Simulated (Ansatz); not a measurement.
```
CELL_PARAMETERS angstrom
3.58489 0.00000 0.00000
-1.79244 3.10460 0.00000
0.00000 0.00000 4.73764
ATOMIC_POSITIONS crystal
Pt 0.00000 0.00000 0.00000
S 0.66667 0.33333 0.74491
S 0.33333 0.66667 0.25509
```

Space group P-3m1.

All numbers below come from Ansatz 0.2.0, Kohn-Sham DFT of a periodic cell, PBE with D3(BJ)-ATM, Ansatz PAW.

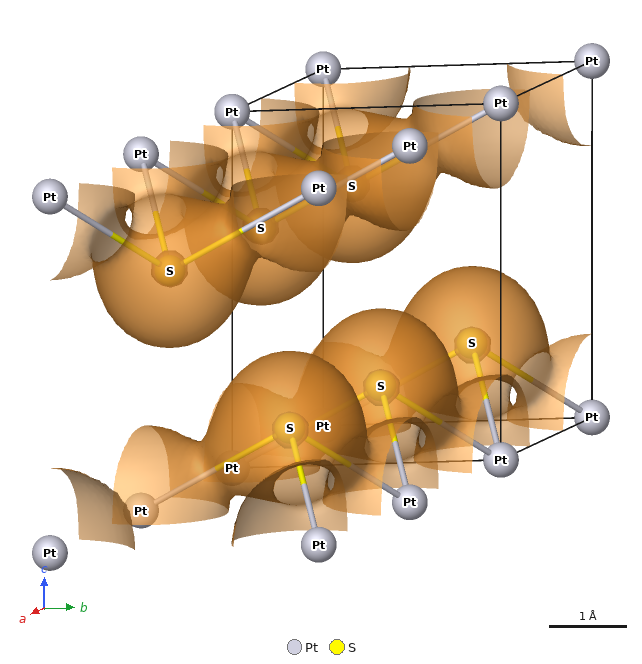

PtS₂. Isosurface of the valence electron density at 0.5 e/Å³ (orange), seen slightly off an axis. Sticks mark near contacts.

In a PAW calculation such maps are meaningful between the atoms, not at the nuclei.

### Which contacts does the surface bridge?

At this value the density is joined into sheets; it holds about 75 % of the electrons treated as valence (semicore included). It bridges the sampled Pt–S (2.40 Å) contacts, where the density stays above the isovalue. On the grid the lowest density along these lines, outside the cores, is 0.66 e/Å³ (Pt–S, 2.40 Å).
